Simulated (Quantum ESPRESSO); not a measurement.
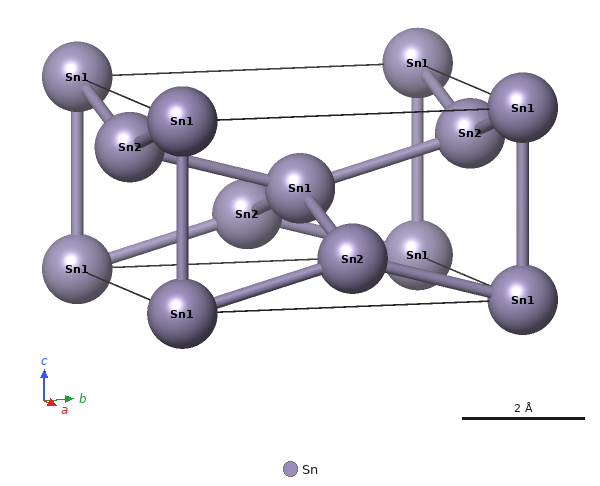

Figure 1. The structure as given in the input (ball-and-stick view of the cell 2 times as large as that of the calculation, set on its symmetry axes, seen slightly off an axis; atoms are numbered from 1 in the order of the input). An atom can appear more than once, as a periodic image. Near neighbours in the periodic cell (some may lie outside the picture): Sn has 6 Sn at 3.05 to 3.20 Å.

Band-structure run of Sn (part 1 of 3)

- system: Sn (I4₁/amd, 2 atoms in the cell)
- method: Kohn-Sham DFT of a periodic cell, PBEsol, PseudoDojo 0.4.1 SR PBEsol standard, no spin polarisation (Quantum ESPRESSO 7.5)

The structure derives from a Materials Project entry.

**Input**
```
&CONTROL
  calculation = 'scf'
  prefix = 'pwscf'
  outdir = './tmp'
  pseudo_dir = './pseudo'
  tprnfor = .true.
  tstress = .true.
  disk_io = 'low'
/
&SYSTEM
  ibrav = 0
  celldm(1) = 8
  nat = 2
  ntyp = 1
  ecutwfc = 72
  nbnd = 21
  occupations = 'smearing'
  smearing = 'fd'
  degauss = 0.00367493
/
&ELECTRONS
  conv_thr = 4d-10
  electron_maxstep = 120
  mixing_beta = 0.5
/
ATOMIC_SPECIES
Sn   118.7100 Sn.upf
CELL_PARAMETERS alat
 -0.6945075285562   0.6945075285562   0.3777803436988
  0.6945075285562  -0.6945075285562   0.3777803436988
  0.6945075285562   0.6945075285562  -0.3777803436988
ATOMIC_POSITIONS crystal
Sn     0.0000000000    0.0000000000    0.0000000000
Sn     0.7500000000    0.2500000000    0.5000000000
K_POINTS automatic
9 9 9 0 0 0
```

**File pp_density.in**
```
&INPUTPP
  prefix = 'pwscf'
  outdir = './tmp'
  filplot = 'density.dat'
  plot_num = 0
/
&PLOT
  nfile = 1
  filepp(1) = 'density.dat'
  iflag = 3
  output_format = 6
  fileout = 'density.cube'
/
```

**File pp_potential.in**
```
&INPUTPP
  prefix = 'pwscf'
  outdir = './tmp'
  filplot = 'potential.dat'
  plot_num = 11
/
&PLOT
  nfile = 1
  filepp(1) = 'potential.dat'
  iflag = 3
  output_format = 6
  fileout = 'potential.cube'
/
```

**File pp_elf.in**
```
&INPUTPP
  prefix = 'pwscf'
  outdir = './tmp'
  filplot = 'elf.dat'
  plot_num = 8
/
&PLOT
  nfile = 1
  filepp(1) = 'elf.dat'
  iflag = 3
  output_format = 6
  fileout = 'elf.cube'
/
```

**File bands.in**
```
&CONTROL
  calculation = 'bands'
  prefix = 'pwscf'
  outdir = './tmp'
  pseudo_dir = './pseudo'
  disk_io = 'low'
  verbosity = 'high'
/
&SYSTEM
  ibrav = 0
  celldm(1) = 8
  nat = 2
  ntyp = 1
  ecutwfc = 72
  nbnd = 21
  occupations = 'smearing'
  smearing = 'fd'
  degauss = 0.00367493
/
&ELECTRONS
  conv_thr = 1d-08
  electron_maxstep = 120
  mixing_beta = 0.5
  diago_full_acc = .true.
  startingwfc = 'random'
/
ATOMIC_SPECIES
Sn   118.7100 Sn.upf
CELL_PARAMETERS alat
 -0.6945075285562   0.6945075285562   0.3777803436988
  0.6945075285562  -0.6945075285562   0.3777803436988
  0.6945075285562   0.6945075285562  -0.3777803436988
ATOMIC_POSITIONS crystal
Sn     0.0000000000    0.0000000000    0.0000000000
Sn     0.7500000000    0.2500000000    0.5000000000
K_POINTS crystal
60
 0.0000000000  0.0000000000  0.0000000000 1
 0.0000000000  0.0000000000  0.1000000000 1
 0.0000000000  0.0000000000  0.2000000000 1
 0.0000000000  0.0000000000  0.3000000000 1
 0.0000000000  0.0000000000  0.4000000000 1
 0.0000000000  0.0000000000  0.5000000000 1
-0.1000000000  0.1000000000  0.5000000000 1
-0.2000000000  0.2000000000  0.5000000000 1
-0.3000000000  0.3000000000  0.5000000000 1
-0.4000000000  0.4000000000  0.5000000000 1
-0.5000000000  0.5000000000  0.5000000000 1
-0.4375000000  0.4375000000  0.4375000000 1
-0.3750000000  0.3750000000  0.3750000000 1
-0.3125000000  0.3125000000  0.3125000000 1
-0.2500000000  0.2500000000  0.2500000000 1
-0.1875000000  0.1875000000  0.1875000000 1
-0.1250000000  0.1250000000  0.1250000000 1
-0.0625000000  0.0625000000  0.0625000000 1
 0.0000000000  0.0000000000  0.0000000000 1
 0.0323971565  0.0323971565 -0.0323971565 1
 0.0647943130  0.0647943130 -0.0647943130 1
 0.0971914695  0.0971914695 -0.0971914695 1
 0.1295886260  0.1295886260 -0.1295886260 1
 0.1619857825  0.1619857825 -0.1619857825 1
 0.1943829391  0.1943829391 -0.1943829391 1
 0.2267800956  0.2267800956 -0.2267800956 1
 0.2591772521  0.2591772521 -0.2591772521 1
 0.2915744086  0.2915744086 -0.2915744086 1
 0.3239715651  0.3239715651 -0.3239715651 1
 0.3116429709  0.3116429709 -0.2283096376 1
 0.2993143767  0.2993143767 -0.1326477101 1
 0.2869857825  0.2869857825 -0.0369857825 1
 0.2746571884  0.2746571884  0.0586761450 1
 0.2623285942  0.2623285942  0.1543380725 1
 0.2500000000  0.2500000000  0.2500000000 1
 0.1875000000  0.3125000000  0.1875000000 1
 0.1250000000  0.3750000000  0.1250000000 1
 0.0625000000  0.4375000000  0.0625000000 1
 0.0000000000  0.5000000000  0.0000000000 1
-0.0647943130  0.5352056870  0.0647943130 1
-0.1295886260  0.5704113740  0.1295886260 1
-0.1943829391  0.6056170609  0.1943829391 1
-0.2591772521  0.6408227479  0.2591772521 1
-0.3239715651  0.6760284349  0.3239715651 1
-0.3533096376  0.6466903624  0.3533096376 1
-0.3826477101  0.6173522899  0.3826477101 1
-0.4119857825  0.5880142175  0.4119857825 1
-0.4413238550  0.5586761450  0.4413238550 1
-0.4706619275  0.5293380725  0.4706619275 1
-0.5000000000  0.5000000000  0.5000000000 1
 0.0000000000  0.0000000000  0.5000000000 1
 0.0277777778  0.0277777778  0.4722222222 1
 0.0555555556  0.0555555556  0.4444444444 1
 0.0833333333  0.0833333333  0.4166666667 1
 0.1111111111  0.1111111111  0.3888888889 1
 0.1388888889  0.1388888889  0.3611111111 1
 0.1666666667  0.1666666667  0.3333333333 1
 0.1944444444  0.1944444444  0.3055555556 1
 0.2222222222  0.2222222222  0.2777777778 1
 0.2500000000  0.2500000000  0.2500000000 1
```

Launched with:
```bash
OMP_NUM_THREADS=1 mpirun -n 2 pw.x -nk 2 -in pw.in > pw.out
OMP_NUM_THREADS=1 mpirun -n 1 pp.x -in pp_density.in > pp_density.out
OMP_NUM_THREADS=1 mpirun -n 1 pp.x -in pp_potential.in > pp_potential.out
OMP_NUM_THREADS=1 mpirun -n 1 pp.x -in pp_elf.in > pp_elf.out
OMP_NUM_THREADS=1 mpirun -n 2 pw.x -nk 2 -in bands.in > bands.out
```

**Output**
```
This program is part of the open-source Quantum ESPRESSO suite
     for quantum simulation of materials; please cite
         "P. Giannozzi et al., J. Phys.:Condens. Matter 21 395502 (2009);
         "P. Giannozzi et al., J. Phys.:Condens. Matter 29 465901 (2017);
         "P. Giannozzi et al., J. Chem. Phys. 152 154105 (2020);
          URL
     in publications or presentations arising from this work. More details at

     Message from routine setup:
     using ibrav=0 with symmetry is DISCOURAGED, use correct ibrav instead

     K-points division:     npool     =       2
     Subspace diagonalization in iterative solution of the eigenvalue problem:
     a serial algorithm will be used

     G-vector sticks info
     --------------------
     sticks:   dense  smooth     PW     G-vecs:    dense   smooth      PW
     Sum        1091    1091    331                30825    30825    5253

     Using Slab Decomposition

     bravais-lattice index     =            0
     lattice parameter (alat)  =       8.0000  a.u.
     unit-cell volume          =     373.1842 (a.u.)^3
     number of atoms/cell      =            2
     number of atomic types    =            1
     number of electrons       =        28.00
     number of Kohn-Sham states=           21
     kinetic-energy cutoff     =      72.0000  Ry
     charge density cutoff     =     288.0000  Ry
     scf convergence threshold =      4.0E-10
     mixing beta               =       0.5000
     number of iterations used =            8  plain     mixing
     Exchange-correlation= PBESOL
                           (   1   4  10   8   0   0   0)

     celldm(1)=   8.000000  celldm(2)=   0.000000  celldm(3)=   0.000000
     celldm(4)=   0.000000  celldm(5)=   0.000000  celldm(6)=   0.000000

     crystal axes: (cart. coord. in units of alat)
               a(1) = (  -0.694508   0.694508   0.377780 )
               a(2) = (   0.694508  -0.694508   0.377780 )
               a(3) = (   0.694508   0.694508  -0.377780 )

     reciprocal axes: (cart. coord. in units 2 pi/alat)
               b(1) = ( -0.000000  0.719935  1.323520 )
               b(2) = (  0.719935 -0.000000  1.323520 )
               b(3) = (  0.719935  0.719935  0.000000 )

     PseudoPot. # 1 for Sn read from file:
     Sn.upf
     Pseudo is Norm-conserving + core correction, Zval = 14.0
     Generated using ONCVPSP code by D. R. Hamann
     Using radial grid of 1628 points,  6 beta functions with:
                l(1) =   0
                l(2) =   0
                l(3) =   1
                l(4) =   1
                l(5) =   2
                l(6) =   2

     atomic species   valence    mass     pseudopotential
     Sn               14.00   118.71000     Sn( 1.00)

     16 Sym. Ops., with inversion, found ( 8 have fractional translation)

   Cartesian axes

     site n.     atom                  positions (alat units)
         1        Sn     tau(   1) = (   0.0000000   0.0000000   0.0000000  )
         2        Sn     tau(   2) = (   0.0000000   0.6945075   0.1888902  )

     number of k points=    75  Fermi-Dirac smearing, width (Ry)=  0.0037
                       cart. coord. in units 2pi/alat
        k(    1) = (   0.0000000   0.0000000   0.0000000), wk =   0.0027435
        k(    2) = (   0.0799927   0.0799927   0.0000000), wk =   0.0109739
        k(    3) = (   0.1599855   0.1599855   0.0000000), wk =   0.0109739
        k(    4) = (   0.2399782   0.2399782   0.0000000), wk =   0.0109739
        k(    5) = (   0.3199709   0.3199709   0.0000000), wk =   0.0109739
        k(    6) = (   0.0799927  -0.0000000   0.1470578), wk =   0.0219479
        k(    7) = (   0.1599855   0.0799927   0.1470578), wk =   0.0438957
        k(    8) = (   0.2399782   0.1599855   0.1470578), wk =   0.0438957
        k(    9) = (   0.3199709   0.2399782   0.1470578), wk =   0.0438957
        k(   10) = (   0.3999637   0.3199709   0.1470578), wk =   0.0219479
        k(   11) = (   0.1599855  -0.0000000   0.2941156), wk =   0.0219479
        k(   12) = (   0.2399782   0.0799927   0.2941156), wk =   0.0438957
        k(   13) = (   0.3199709   0.1599855   0.2941156), wk =   0.0438957
        k(   14) = (   0.3999637   0.2399782   0.2941156), wk =   0.0438957
        k(   15) = (   0.0799927  -0.0799927   0.2941156), wk =   0.0219479
        k(   16) = (   0.2399782  -0.0000000   0.4411735), wk =   0.0219479
        k(   17) = (   0.3199709   0.0799927   0.4411735), wk =   0.0438957
        k(   18) = (   0.3999637   0.1599855   0.4411735), wk =   0.0438957
        k(   19) = (   0.4799564   0.2399782   0.4411735), wk =   0.0219479
        k(   20) = (   0.0799927  -0.1599855   0.4411735), wk =   0.0438957
        k(   21) = (   0.3199709  -0.0000000   0.5882313), wk =   0.0219479
        k(   22) = (   0.3999637   0.0799927   0.5882313), wk =   0.0438957
        k(   23) = (   0.4799564   0.1599855   0.5882313), wk =   0.0438957
        k(   24) = (   0.0799927  -0.2399782   0.5882313), wk =   0.0438957
        k(   25) = (   0.1599855  -0.1599855   0.5882313), wk =   0.0219479
        k(   26) = (   0.1599855   0.1599855   0.2941156), wk =   0.0219479
        k(   27) = (   0.2399782   0.2399782   0.2941156), wk =   0.0219479
        k(   28) = (   0.3199709   0.3199709   0.2941156), wk =   0.0219479
        k(   29) = (  -0.0000000  -0.0000000   0.2941156), wk =   0.0054870
        k(   30) = (   0.2399782   0.1599855   0.4411735), wk =   0.0438957
        k(   31) = (   0.3199709   0.2399782   0.4411735), wk =   0.0438957
        k(   32) = (   0.3999637   0.3199709   0.4411735), wk =   0.0219479
        k(   33) = (   0.0000000  -0.0799927   0.4411735), wk =   0.0219479
        k(   34) = (   0.3199709   0.1599855   0.5882313), wk =   0.0438957
        k(   35) = (   0.3999637   0.2399782   0.5882313), wk =   0.0438957
        k(   36) = (  -0.0000000  -0.1599855   0.5882313), wk =   0.0219479
        k(   37) = (   0.0799927  -0.0799927   0.5882313), wk =   0.0219479
        k(   38) = (   0.4799564   0.2399782   0.7352891), wk =   0.0219479
        k(   39) = (   0.0000000  -0.2399782   0.7352891), wk =   0.0219479
        k(   40) = (   0.0799927  -0.1599855   0.7352891), wk =   0.0438957
        k(   41) = (  -0.0000000   0.3999637  -0.4411735), wk =   0.0219479
        k(   42) = (  -0.6399419  -0.2399782  -0.4411735), wk =   0.0438957
        k(   43) = (  -0.5599491  -0.1599855  -0.4411735), wk =   0.0219479
        k(   44) = (  -0.0000000   0.3199709  -0.2941156), wk =   0.0219479
        k(   45) = (   0.0799927   0.3999637  -0.2941156), wk =   0.0438957
        k(   46) = (  -0.5599491  -0.2399782  -0.2941156), wk =   0.0438957
        k(   47) = (  -0.0000000   0.2399782  -0.1470578), wk =   0.0219479
        k(   48) = (   0.0799927   0.3199709  -0.1470578), wk =   0.0438957
        k(   49) = (   0.1599855   0.3999637  -0.1470578), wk =   0.0438957
        k(   50) = (  -0.4799564  -0.2399782  -0.1470578), wk =   0.0219479
        k(   51) = (  -0.0000000   0.1599855  -0.0000000), wk =   0.0109739
        k(   52) = (   0.0799927   0.2399782  -0.0000000), wk =   0.0219479
        k(   53) = (   0.1599855   0.3199709  -0.0000000), wk =   0.0219479
        k(   54) = (   0.2399782   0.3999637  -0.0000000), wk =   0.0219479
        k(   55) = (   0.3199709   0.3199709   0.5882313), wk =   0.0219479
        k(   56) = (   0.0000000   0.0000000   0.5882313), wk =   0.0054870
        k(   57) = (  -0.0000000  -0.0799927   0.7352891), wk =   0.0219479
        k(   58) = (   0.0000000  -0.1599855   0.8823469), wk =   0.0219479
        k(   59) = (   0.0799927  -0.0799927   0.8823469), wk =   0.0219479
        k(   60) = (  -0.0000000   0.4799564  -0.2941156), wk =   0.0219479
        k(   61) = (  -0.6399419  -0.1599855  -0.2941156), wk =   0.0438957
        k(   62) = (  -0.0000000   0.3999637  -0.1470578), wk =   0.0219479
        k(   63) = (   0.0799927   0.4799564  -0.1470578), wk =   0.0438957
        k(   64) = (  -0.5599491  -0.1599855  -0.1470578), wk =   0.0219479
        k(   65) = (  -0.0000000   0.3199709   0.0000000), wk =   0.0109739
        k(   66) = (   0.0799927   0.3999637   0.0000000), wk =   0.0219479
        k(   67) = (   0.1599855   0.4799564   0.0000000), wk =   0.0219479
        k(   68) = (  -0.0000000  -0.0000000   0.8823469), wk =   0.0054870
        k(   69) = (   0.0000000  -0.0799927   1.0294048), wk =   0.0219479
        k(   70) = (  -0.0000000   0.5599491  -0.1470578), wk =   0.0219479
        k(   71) = (  -0.6399419  -0.0799927  -0.1470578), wk =   0.0219479
        k(   72) = (  -0.0000000   0.4799564  -0.0000000), wk =   0.0109739
        k(   73) = (   0.0799927   0.5599491  -0.0000000), wk =   0.0219479
        k(   74) = (   0.0000000   0.0000000   1.1764626), wk =   0.0054870
        k(   75) = (  -0.0000000   0.6399419   0.0000000), wk =   0.0109739

     Dense  grid:    30825 G-vectors     FFT dimensions: (  48,  48,  48)

     Initial potential from superposition of free atoms

     starting charge      27.9972, renormalised to      28.0000
     Starting wfcs are   18 randomized atomic wfcs +    3 random wfcs

     Self-consistent Calculation

     iteration #  1     ecut=    72.00 Ry     beta= 0.50
     Davidson diagonalization with overlap
     ethr =  1.00E-02,  avg # of iterations =  3.9

     Threshold (ethr) on eigenvalues was too large:
     Diagonalizing with lowered threshold

     Davidson diagonalization with overlap
     ethr =  2.90E-05,  avg # of iterations =  5.5

     total energy              =    -314.52136846 Ry
     estimated scf accuracy    <       0.00838407 Ry

     iteration #  2     ecut=    72.00 Ry     beta= 0.50
     Davidson diagonalization with overlap
     ethr =  2.99E-05,  avg # of iterations =  1.0
```
